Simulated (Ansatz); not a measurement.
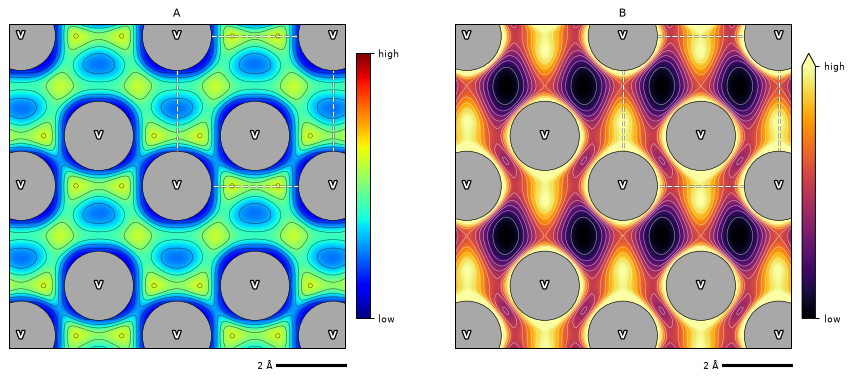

V: 2 fields on the (110) plane of the conventional cell, with unlabelled colour scales. Grey discs cover the atomic cores.

Space group P6₃/mmc; a structure from a database of computed crystals, not necessarily the ambient phase; the program warned that a starting moment wasn't kept; spin-polarised, but the moments vanished.

Level of theory: Kohn-Sham DFT of a periodic cell, PBE with D3(BJ), Ansatz PAW (Ansatz 0.2.0).

```xyz
2
Lattice="2.5667 0.0000 0.0000 -1.2834 2.2228 0.0000 0.0000 0.0000 4.6300" Properties=species:S:1:pos:R:3 pbc="T T T"
V     0.0000    1.4819    1.1575
V     1.2834    0.7409    3.4725
```

Question: Match the panels to the quantities (electron localisation function and valence pseudo-density).

Answer: Panel A: electron localisation function. Panel B: valence pseudo-density. From the grid: V–V (2.75 Å): ρ at the midpoint is about 0.25 e/Å³; the ELF is about 0.30 at the midpoint; no localised pair shows between them.
